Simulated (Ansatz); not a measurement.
Consider Mg₂Sn.

Input file:

```
crystal:
  lattice:
    - [0.0, 3.3695, 3.3695]
    - [3.3695, 0.0, 3.3695]
    - [3.3695, 3.3695, 0.0]
  atoms:
    - { symbol: Mg, position: [0.25, 0.25, 0.25] }
    - { symbol: Mg, position: [0.75, 0.75, 0.75] }
    - { symbol: Sn, position: [0.0, 0.0, 0.0] }
basis:
  ecutwfc: 420
kpoints:
  mp_grid: { grid: [12, 12, 12] }
hamiltonian:
  xc: lda
scf:
  occupations: { method: gaussian, width: 0.1 }
output:
  forces: true
  stress: true
  eigenvalues: true
  write_density: true
  write_potential: true
  elf: true
  volumetric_format: npy
relax:
  adjacent_minimum: "off"
  f_tol: 0.005
  max_steps: 80
  cell: { stress_tol: 0.05 }
```

Run with:

```sh
ansatz run input.yaml --threads 2 --pin off --max-ram 5120MiB --backend cpu --events-out ev --progress --plain --runs-dir out
```

Below, planes, directions and counts refer to the conventional cell (a = 6.66 Å, b = 6.66 Å, c = 6.66 Å, α = 90.00°, β = 90.00°, γ = 90.00°).

The fields are those of the relaxed geometry.

Space group Fm-3m.

Computed with DFT LDA, scalar-relativistic, plane waves, PAW in Ansatz 0.2.0.

Predict the valence pseudo-density and electron localisation function between the atoms.

Answer. Mg–Sn (2.89 Å): ρ at the midpoint is about 0.22 e/Å³, with its minimum of 0.16 e/Å³ about 1.1 Å from Mg; the ELF peaks at about 0.65 in the valence shell of Sn, 1.5 Å from its nucleus, and is about 0.65 at the midpoint.

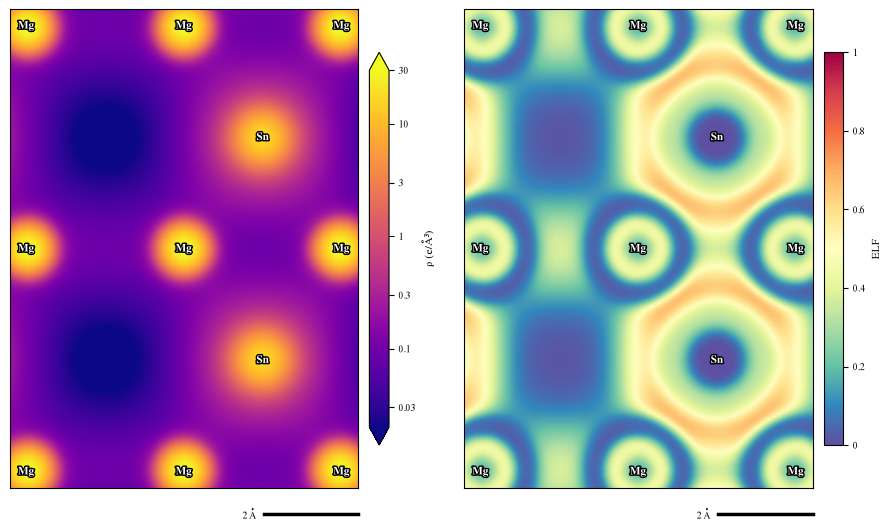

Computed valence pseudo-density and electron localisation function on the (110) plane of the conventional cell, in this order. 

In a PAW calculation such maps are meaningful between the atoms, not at the nuclei.
